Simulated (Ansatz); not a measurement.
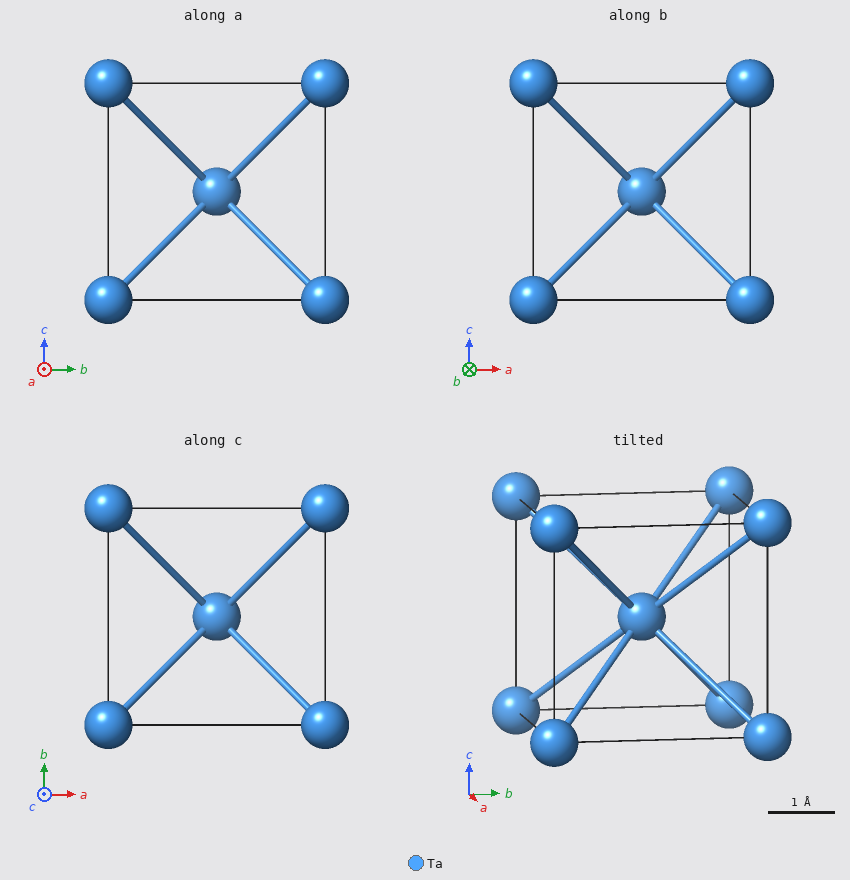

Drawn in the ball-and-stick manner and seen along the a axis, along the b axis, along the c axis and slightly off an axis. The lines enclose the conventional unit cell; boundary atoms appear with their images.

Lattice parameters: a = 3.3043 Å, b = 3.3043 Å, c = 3.3043 Å, α = 90.000°, β = 90.000°, γ = 90.000°.

Question: Express the structure as a CIF with its space group and independent sites.

Answer:
```cif
data_structure
_symmetry_space_group_name_H-M 'I m -3 m'
_symmetry_Int_Tables_number 229
_cell_length_a 3.3043
_cell_length_b 3.3043
_cell_length_c 3.3043
_cell_angle_alpha 90.000
_cell_angle_beta 90.000
_cell_angle_gamma 90.000
_cell_volume 36.08
loop_
_atom_site_label
_atom_site_type_symbol
_atom_site_symmetry_multiplicity
_atom_site_Wyckoff_symbol
_atom_site_fract_x
_atom_site_fract_y
_atom_site_fract_z
_atom_site_occupancy
Ta1 Ta 2 a 0.0000 0.0000 0.0000 1
```

Its origin is the standard structure of this element. The cell was then strained or its atoms displaced on purpose. A calculation with Ansatz used it as input.
